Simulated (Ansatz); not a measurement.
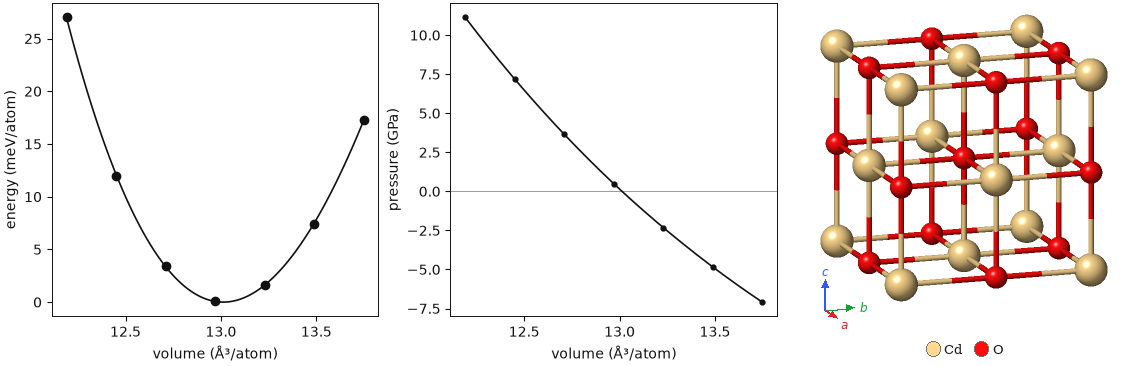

The plot gives the computed energy and pressure against volume for CdO, space group Fm-3m (No. 225). The conventional cell is drawn beside the plot.

Starting cell:
```yaml
crystal:
  lattice:
    - [0.00000, 2.34950, 2.34950]
    - [2.34950, 0.00000, 2.34950]
    - [2.34950, 2.34950, 0.00000]
  atoms:
    - { symbol: Cd, position: [0.00000, 0.00000, 0.00000] }
    - { symbol: O, position: [0.50000, 0.50000, 0.50000] }
```

Computed with Ansatz 0.2.0: plane-wave DFT, no spin polarisation; energies at scaled volumes of the given cell, shape and fractions fixed, counted from the fit's minimum, third-order Birch-Murnaghan fit. Level: PBE0.

k mesh 5×5×5; occupations Fermi–Dirac; smearing width 0.05 eV; potentials Ansatz PAW; wave cutoff 420 eV; density cutoff 1680 eV.

Q: How stiff is the solid, and where is its volume at rest?

A: A third-order Birch–Murnaghan fit gives V0 = 13.01 Å³/atom, B0 = 147 GPa and B′ = 4.7.

Q: How does the pressure vary with volume?

A: It falls from 11.13 GPa at volume 12.19 Å³/atom to −7.09 GPa at 13.75 Å³/atom, and changes sign near 13.01 Å³/atom.

Keep in mind: coarse k mesh.
